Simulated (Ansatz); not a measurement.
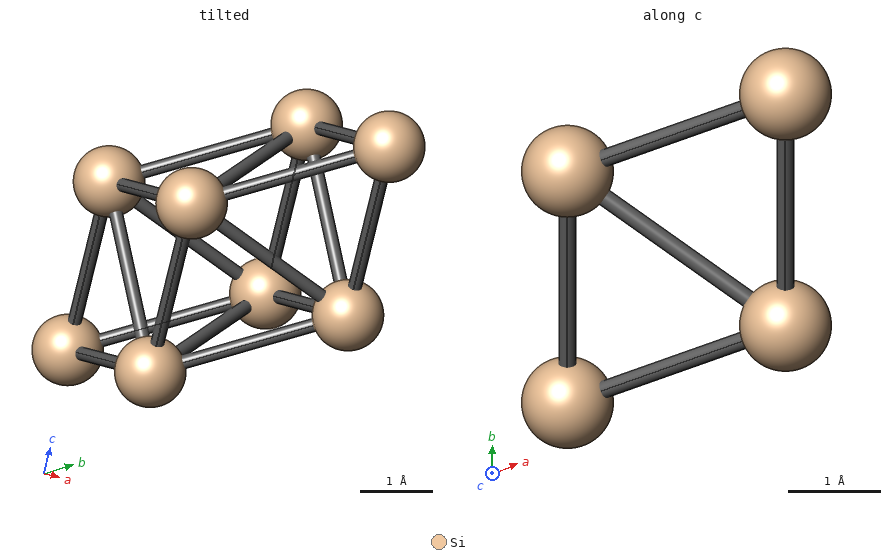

Ball-and-stick representation of a periodic structure, projected slightly off an axis and along the c axis. The parallelepiped is the simulation cell.

Here is the input:
```yaml
crystal:
  lattice:
    - [0.0, 2.0636969842, 2.0636969842]
    - [2.0636969842, 0.0, 2.0636969842]
    - [2.0636969842, 2.0636969842, 0.0]
  atoms:
    - { symbol: Si, position: [0.0, 0.0, 0.0] }
basis:
  ecutwfc: 420
kpoints:
  mp_grid: { grid: [22, 22, 22] }
hamiltonian:
  xc: pbesol
scf:
  occupations: { method: gaussian, width: 0.15 }
output:
  forces: true
  stress: true
  eigenvalues: true
```

Calculation details: DFT PBEsol, scalar-relativistic, plane waves, PAW in Ansatz 0.2.0; an energy cutoff of 420 eV, Brillouin-zone sampling on a 22×22×22 mesh, Gaussian smearing of 0.15 eV, no spin polarisation.

Question: What is the band gap, if any?

Answer: A metal: bands cross the Fermi level.

Question: State the hydrostatic pressure.

Answer: The computed pressure is -12.9 GPa (stretched: it would shrink).

Origin of the cell: a structure listed in the Materials Project. The cell was then strained or its atoms displaced on purpose. An electronic-structure calculation with Ansatz was run on it.

At this level of theory the cell isn't at rest (stretched, at -13 GPa), so its distances can differ from those at equilibrium, the more so the softer the solid.
